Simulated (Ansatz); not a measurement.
Run report: PtS$_{2}$, single-point calculation (part 1 of 2)

The run: single-point calculation of PtS$_{2}$ (P-3m1, 6 atoms in the cell). Method and program: DFT LDA+U+J, scalar-relativistic, plane waves, PAW, U = 5 eV, J = 0.9 eV on Pt atom 1 d; U = 5 eV, J = 0.9 eV on Pt atom 4 d, spin-polarised (Ansatz 0.2.0).

The structure derives from an entry of the Crystallography Open Database. It belongs to a series of runs on one base structure; here: antiferromagnetic start, free. Figures and captions count atoms from 1; the log counts them from 0 in places.

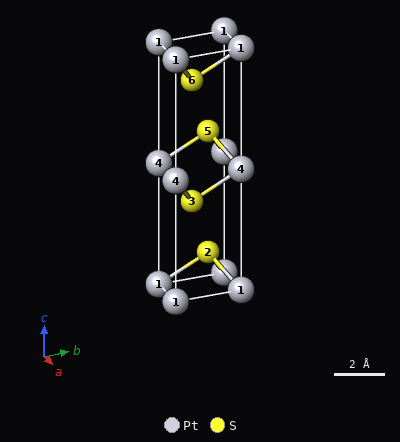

**Figure 1.** The structure as given in the input (ball-and-stick view of the cell of the calculation, seen slightly off an axis; atoms are numbered from 1 in the order of the input). Near neighbours in the crystal (not all of them lie inside the picture): Pt has 6 S at 2.40 Å; S has 3 Pt at 2.40 Å.

Results in brief

| quantity | value |
| --- | --- |
| outcome | converged |
| space group (tolerance 0.01 Å) | P-3m1 (164) |
| electrons treated | 60 |
| free energy | −27966.6430 eV |
| Fermi energy | 10.949 eV |
| gap on the k-point mesh | 0.32 eV |
| net moment of the cell | 0.00 μB |
| integrated absolute moment | 0.00 μB |
| pressure | −4.92 GPa |
| largest force (length of the vector) | 0.549 eV/Å |
| hardware | 4 threads of Arm Neoverse V2, 24 GiB of memory available, shared host |
| wall time | 4.8 s (CPU time 18 s) |
| peak memory | 0.56 GiB |

Warnings of the run: some starting moments were not kept; the typed occupations were not kept; the occupation matrices lower the symmetry. Spin–orbit coupling is left out, which matters for Pt.

Input
```yaml
crystal:
  lattice:
    - [3.54319954, 0.0, 0.0]
    - [-1.77159977, 3.06850081, 0.0]
    - [0.0, 0.0, 10.07760018]
  atoms:
    - { symbol: Pt, position: [0.0, 0.0, 0.0], spin: 4.0 }
    - { symbol: S, position: [0.3333333333, 0.6666666667, 0.125] }
    - { symbol: S, position: [0.6666666667, 0.3333333333, 0.375] }
    - { symbol: Pt, position: [0.0, 0.0, 0.5], spin: -4.0 }
    - { symbol: S, position: [0.3333333333, 0.6666666667, 0.625] }
    - { symbol: S, position: [0.6666666667, 0.3333333333, 0.875] }
basis:
  ecutwfc: 420
  ecutrho_ratio: 4
kpoints:
  mp_grid: { grid: [6, 6, 2] }
hamiltonian:
  xc: lda
  hubbard:
    sites:
      - { site: 0, l: d, u: 5.0, j: 0.9, starting_ns: [{ spin: up, occupation_matrix: s0up }, { spin: down, occupation_matrix: s0down }] }
      - { site: 3, l: d, u: 5.0, j: 0.9, starting_ns: [{ spin: up, occupation_matrix: s3up }, { spin: down, occupation_matrix: s3down }] }
    occupation_matrices:
      s0up:
        matrix:
          - [0.97, 0.0, 0.0, 0.0, 0.0]
          - [0.0, 0.97, 0.0, 0.0, 0.0]
          - [0.0, 0.0, 0.97, 0.0, 0.0]
          - [0.0, 0.0, 0.0, 0.97, 0.0]
          - [0.0, 0.0, 0.0, 0.0, 0.97]
      s0down:
        matrix:
          - [0.02, 0.0, 0.0, 0.0, 0.0]
          - [0.0, 0.35618, 0.0, 0.0, -0.45426]
          - [0.0, 0.0, 0.02, 0.0, 0.0]
          - [0.0, 0.0, 0.0, 0.02, 0.0]
          - [0.0, -0.45426, 0.0, 0.0, 0.63382]
      s3up:
        matrix:
          - [0.02, 0.0, 0.0, 0.0, 0.0]
          - [0.0, 0.35618, 0.0, 0.0, -0.45426]
          - [0.0, 0.0, 0.02, 0.0, 0.0]
          - [0.0, 0.0, 0.0, 0.02, 0.0]
          - [0.0, -0.45426, 0.0, 0.0, 0.63382]
      s3down:
        matrix:
          - [0.97, 0.0, 0.0, 0.0, 0.0]
          - [0.0, 0.97, 0.0, 0.0, 0.0]
          - [0.0, 0.0, 0.97, 0.0, 0.0]
          - [0.0, 0.0, 0.0, 0.97, 0.0]
          - [0.0, 0.0, 0.0, 0.0, 0.97]
    ns_hold: { iters: 8 }
scf:
  occupations: { method: gaussian, width: 0.05 }
  lower_state_search: "off"
  max_iter: 150
output:
  forces: true
  stress: true
  eigenvalues: true
  populations: true
  hubbard: { sites: [{ site: 0, l: d }, { site: 3, l: d }] }
  write_density: true
  write_potential: true
  elf: true
  volumetric_format: npy
magnetization:
  spin_polarized: true
```

Run as:
```bash
ansatz run input.yaml --threads 4 --pin off --max-ram 6144MiB --backend cpu --events-out ev --progress --plain --runs-dir out
```

Output
```
Warning: crystal.symmetry: narrowed to the stabiliser of the occupation matrices — unitary ops 12 → 4, anti-unitary 12 → 4; lowered by the specified shells (site 0, l: d), (site 3, l: d); largest admitted image defect 1.3e-15, smallest excluded 4.6e-1 — at a splitting's scale: the group the occupation matrices' own texture admits
Pt: projections on atomic orbitals take those of the free atom [Kr 4d10 4f14] 5s2 5p6 5d9 6s1, of charge +0.00 (hamiltonian.pseudopotentials.projection_atoms); the dataset's partial waves leave at most 9.1e-5 of an orbital's norm unspanned inside its sphere
S: projections on atomic orbitals take those of the free atom [Ne] 3s2 3p4, of charge +0.00 (hamiltonian.pseudopotentials.projection_atoms); the dataset's partial waves leave at most 1.6e-7 of an orbital's norm unspanned inside its sphere
Engine: ansatz 0.2.0, aarch64-unknown-linux-gnu
Pseudopotentials: kind: paw
Pseudopotential: Pt, paw, valence charge 18, recommended cutoff 420 eV (normal), Pt.paw.azcp
Pseudopotential: S, paw, valence charge 6, recommended cutoff 420 eV (normal), S.paw.azcp
Functional definition: SPW92
  exchange = slater_x
  correlation = pw_c
Crystal: 6 atoms, lattice volume = 109.567 Å³
Basis set: ecut = 420 eV, 2091 PW (Γ)
Bands: 41, of which v1, the nominal top of the filled ones, is band 30 counted from 1 (29 counted from 0)
Symmetry: 4 space group operations
k-points: 26 of 72
Non-local potential: Pt, projectors of the file, l = 0: 3, l = 1: 2, l = 2: 2, l = 3: 1
Non-local potential: S, projectors of the file, l = 0: 2, l = 1: 2, l = 2: 2
PAW form: soft (Blöchl's): semilocal exchange-correlation on the pseudo side does not see the compensation charge
PAW frozen core: Pt, regenerated for the run's functional, and the local potential with it (the file was generated under x = pbe(κ = 0.804, μ = 0.2195149727645171), c = pbe(β = 0.06672455060314922))
PAW frozen core: S, regenerated for the run's functional, and the local potential with it (the file was generated under x = pbe(κ = 0.804, μ = 0.2195149727645171), c = pbe(β = 0.06672455060314922))
PAW one-centre angular grid: Pt, 590 points (default); XC on 64 Gauss nodes
PAW one-centre angular grid: S, 110 points (default); XC on 64 Gauss nodes
Initial density: superposition of atomic densities (chi_scale 0.1, normalization cell)
Starting moments: Σ|m| = 8 μB on 2 of 6 sites
Initial wavefunctions: pseudopotential atomic-orbital guess
Functional: x = slater, c = lda
SCF iter   1: F=—  HF=-27957.896773 eV  |F-HF|=—  |Δ(HF+E_count)|=         —  Δρ=9.68e-2 (↑9.68e-2 ↓9.68e-2)  dr2=2.55e1  dr2_m=5.93e0  M=0.000 μB ∫|m|=4.463 μB  β_m=0.30  ethr=3.10e-3  ⟨swp⟩=6.1  Hψ=4412  notcnv=0  defer=21
preconditioner: auto → Kerker (q_TF=auto, 2.468 Å⁻¹)  [metal: Δε(μ)=0.036 eV  Ē_g=10.949 eV  σ=0.050 eV  W_gap=0.39  n_scr=36 (ndim 8)  ℏωp=23.5 eV  f_vac=0.002  D(μ)=3.94/eV (n_scr^D=38)]
spin=Collinear: Kerker preconditioning applied to the charge; magnetization (m = ρ↑ − ρ↓) channel mixes plain (no charge-response kernel on spin).
SCF iter   2: F=—  HF=-27954.838355 eV  |F-HF|=—  |Δ(HF+E_count)|=    3.06e0  Δρ=7.98e-2 (↑7.98e-2 ↓7.98e-2)  dr2=2.34e0  dr2_m=5.75e0  M=0.000 μB ∫|m|=2.897 μB  β_m=0.30  ethr=3.10e-3  ⟨swp⟩=3.0  Hψ=2030  notcnv=0  defer=120
SCF iter   3: F=—  HF=-27955.166964 eV  |F-HF|=—  |Δ(HF+E_count)|=   3.29e-1  Δρ=6.32e-2 (↑6.32e-2 ↓6.32e-2)  dr2=2.19e-1  dr2_m=3.80e0  M=0.000 μB ∫|m|=2.536 μB  β_m=0.30  ethr=3.10e-3  ⟨swp⟩=2.1  Hψ=1482  notcnv=0  defer=122
SCF iter   4: F=—  HF=-27955.610107 eV  |F-HF|=—  |Δ(HF+E_count)|=   4.43e-1  Δρ=4.54e-2 (↑4.54e-2 ↓4.54e-2)  dr2=3.98e-2  dr2_m=2.05e0  M=0.000 μB ∫|m|=2.408 μB  β_m=0.30  ethr=3.65e-4  ⟨swp⟩=2.7  Hψ=1687  notcnv=0  defer=130
SCF iter   5: F=—  HF=-27955.860461 eV  |F-HF|=—  |Δ(HF+E_count)|=   2.50e-1  Δρ=3.30e-2 (↑3.30e-2 ↓3.30e-2)  dr2=7.19e-3  dr2_m=1.09e0  M=0.000 μB ∫|m|=2.342 μB  β_m=0.30  ethr=6.64e-5  ⟨swp⟩=2.0  Hψ=1675  notcnv=0  defer=130
SCF iter   6: F=—  HF=-27955.996182 eV  |F-HF|=—  |Δ(HF+E_count)|=   1.36e-1  Δρ=2.40e-2 (↑2.40e-2 ↓2.40e-2)  dr2=3.78e-3  dr2_m=5.78e-1  M=0.000 μB ∫|m|=2.298 μB  β_m=0.30  ethr=1.20e-5  ⟨swp⟩=2.0  Hψ=1527  notcnv=0  defer=130
Mixer restart at iter 6: flushing history
spin-set hold released at iteration 6 (site moments contracting): the magnetisation degrees of freedom join the quasi-Newton model from the next iteration; the mixer history was flushed
SCF iter   7: F=—  HF=-27956.068614 eV  |F-HF|=—  |Δ(HF+E_count)|=   7.24e-2  Δρ=1.77e-2 (↑1.77e-2 ↓1.77e-2)  dr2=1.21e-3  dr2_m=3.14e-1  M=0.000 μB ∫|m|=2.248 μB  β_m=0.65  ethr=6.30e-6  ⟨swp⟩=2.0  Hψ=1406  notcnv=0  defer=130
SCF iter   8: F=—  HF=-27956.154441 eV  |F-HF|=—  |Δ(HF+E_count)|=   8.58e-2  Δρ=6.69e-4 (↑6.69e-4 ↓6.69e-4)  dr2=1.30e-3  dr2_m=1.22e-4  M=0.000 μB ∫|m|=2.122 μB  β_m=0.61  ethr=2.01e-6  ⟨swp⟩=2.7  Hψ=2159  notcnv=0  defer=136
SCF iter   9: F=—  HF=-27956.154257 eV  |F-HF|=—  |Δ(HF+E_count)|=   1.85e-4  Δρ=2.61e-4 (↑2.61e-4 ↓2.61e-4)  dr2=2.32e-4  dr2_m=3.88e-5  M=0.000 μB ∫|m|=2.116 μB  β_m=0.61  ethr=2.01e-6  ⟨swp⟩=2.3  Hψ=1594  notcnv=0  defer=142
Mixer restart at iter 9: flushing history
SCF iter  10: F=—  HF=-27956.172894 eV  |F-HF|=—  |Δ(HF+E_count)|=         —  Δρ=2.53e-4 (↑2.53e-4 ↓2.53e-4)  dr2=2.60e-4  dr2_m=3.80e-5  M=0.000 μB ∫|m|=2.115 μB  β_m=0.61  ethr=3.87e-7  ⟨swp⟩=1.0  Hψ=913  notcnv=0  defer=142
SCF iter  11: F=—  HF=-27964.388356 eV  |F-HF|=—  |Δ(HF+E_count)|=    8.22e0  Δρ=1.10e-2 (↑1.10e-2 ↓1.10e-2)  dr2=3.08e-1  dr2_m=8.20e-2  M=0.000 μB ∫|m|=1.369 μB  β_m=0.41  ethr=3.87e-7  ⟨swp⟩=4.3  Hψ=2619  notcnv=0  defer=142
SCF iter  12: F=—  HF=-27965.974684 eV  |F-HF|=—  |Δ(HF+E_count)|=    1.59e0  Δρ=8.17e-3 (↑8.17e-3 ↓8.17e-3)  dr2=3.13e-2  dr2_m=6.11e-2  M=0.000 μB ∫|m|=0.924 μB  β_m=0.80  ethr=3.87e-7  ⟨swp⟩=3.8  Hψ=3015  notcnv=0  defer=160
SCF iter  13: F=—  HF=-27966.611123 eV  |F-HF|=—  |Δ(HF+E_count)|=   6.36e-1  Δρ=4.15e-3 (↑4.15e-3 ↓4.15e-3)  dr2=4.98e-3  dr2_m=1.69e-2  M=0.000 μB ∫|m|=0.296 μB  β_m=0.90  ethr=3.87e-7  ⟨swp⟩=4.0  Hψ=2869  notcnv=0  defer=160
SCF iter  14: F=—  HF=-27966.642004 eV  |F-HF|=—  |Δ(HF+E_count)|=   3.09e-2  Δρ=7.84e-4 (↑7.84e-4 ↓7.84e-4)  dr2=5.69e-4  dr2_m=5.34e-4  M=0.000 μB ∫|m|=0.053 μB  β_m=0.95  ethr=3.87e-7  ⟨swp⟩=3.0  Hψ=2441  notcnv=0  defer=160
SCF iter  15: F=—  HF=-27966.642974 eV  |F-HF|=—  |Δ(HF+E_count)|=   9.70e-4  Δρ=6.93e-5 (↑6.93e-5 ↓6.93e-5)  dr2=2.43e-5  dr2_m=6.75e-7  M=0.000 μB ∫|m|=0.001 μB  β_m=0.98  ethr=3.87e-7  ⟨swp⟩=2.0  Hψ=1634  notcnv=0  defer=160
SCF iter  16: F=—  HF=-27966.642965 eV  |F-HF|=—  |Δ(HF+E_count)|=   8.61e-6  Δρ=1.82e-5 (↑1.82e-5 ↓1.82e-5)  dr2=3.80e-6  dr2_m=3.68e-8  M=0.000 μB ∫|m|=0.000 μB  β_m=0.99  ethr=4.05e-8  ⟨swp⟩=2.3  Hψ=1466  notcnv=0  defer=160
SCF iter  17: F=—  HF=-27966.642965 eV  |F-HF|=—  |Δ(HF+E_count)|=   2.25e-7  Δρ=7.80e-6 (↑7.80e-6 ↓7.80e-6)  dr2=8.50e-7  dr2_m=1.85e-9  M=0.000 μB ∫|m|=0.000 μB  β_m=0.99  ethr=6.34e-9  ⟨swp⟩=2.4  Hψ=1254  notcnv=0  defer=160
iter 18 did not close the SCF: its close was put off for a magnetic moment that had not settled (scf_convergence_deferred on its scf_iter line)
SCF iter  18: F=-27966.642965 eV  HF=-27966.642965 eV  |F-HF|=2.32e-9  |Δ(HF+E_count)|=   1.39e-7  Δρ=2.21e-6 (↑2.21e-6 ↓2.21e-6)  dr2=1.45e-8  dr2_m=8.24e-10  M=0.000 μB ∫|m|=0.000 μB  β_m=1.00  ethr=1.67e-10  ⟨swp⟩=12.7  Hψ=7828  notcnv=0
iter 19 did not close the SCF: its close was put off for a magnetic moment that had not settled (scf_convergence_deferred on its scf_iter line)
SCF iter  19: F=-27966.642965 eV  HF=-27966.642965 eV  |F-HF|=6.55e-11  |Δ(HF+E_count)|=   1.84e-9  Δρ=4.55e-7 (↑4.55e-7 ↓4.55e-7)  dr2=9.10e-10  dr2_m=6.53e-11  M=0.000 μB ∫|m|=0.000 μB  β_m=1.00  ethr=2.42e-11  ⟨swp⟩=4.8  Hψ=5215  notcnv=0
SCF iter  20: F=-27966.642965 eV  HF=-27966.642965 eV  |F-HF|=7.28e-12  |Δ(HF+E_count)|=  2.04e-10  Δρ=1.24e-7 (↑1.24e-7 ↓1.24e-7)  dr2=7.42e-11  dr2_m=2.45e-12  M=0.000 μB ∫|m|=0.000 μB  ethr=1.52e-12  ⟨swp⟩=4.1  Hψ=4633  notcnv=0
WARN: the starting moments were not kept: the SCF closed with an absolute magnetisation of 2.0e-6 μB, where they sum to 8 μB in size (2 sites). That is at most 0.1 of that sum. Measured as dr2_m measures the in/out step, that magnetisation stands 6.6e-13 eV from none, at or under the dr2_threshold of 1.0e-7 eV: it is no larger than a step whose dr2_m would equal this threshold. The system may hold no moment; this SCF shows only that its start led to no more than that. To try another start: raise the starting moments (crystal.atoms[].spin, magnetization.per_species, magnetization.initial_magnetization, or on a non-collinear deck that types none of these the spinor_matrix: blocks that start its atoms; where the total moment is fixed, keep their sum and leave initial_magnetization as it is; typed ones take the place of any that the run laid by itself, positive ones on a crystal's lanthanoids without a Hubbard term where scf.initial_density.shell_occupations: [] is typed) or, if the notice of its spin-set hold's release reads "site moments contracting" or "site moments show no strong build", lengthen the hold (scf.mixing.spin_hold: { on: { confirm: 4 } }; for m-r²SCAN on two components see the key's manual first). Each may lead to a state that holds a moment. A second SCF, from the converged charge density, with the starting moments and any scf.initial_density.shell_occupations laid on it anew, would have followed, and was not run: the deck does not ask for one (magnetization.retry_lost_moments is false, the default). To let it run, set magnetization.retry_lost_moments: true and run the deck again, where that key's refused combinations let it; where memory then withholds it, that run's warning says so.
SCF 1 converged in 20 iterations: F = -27966.642965 eV  dr2 = 7.42e-11
  greatest PAW one-centre occupation: 1.000 electrons in one spin orbital (limit 2), on the Pt atom at site 3 (counted from 0), in its partial waves of l = 0
```
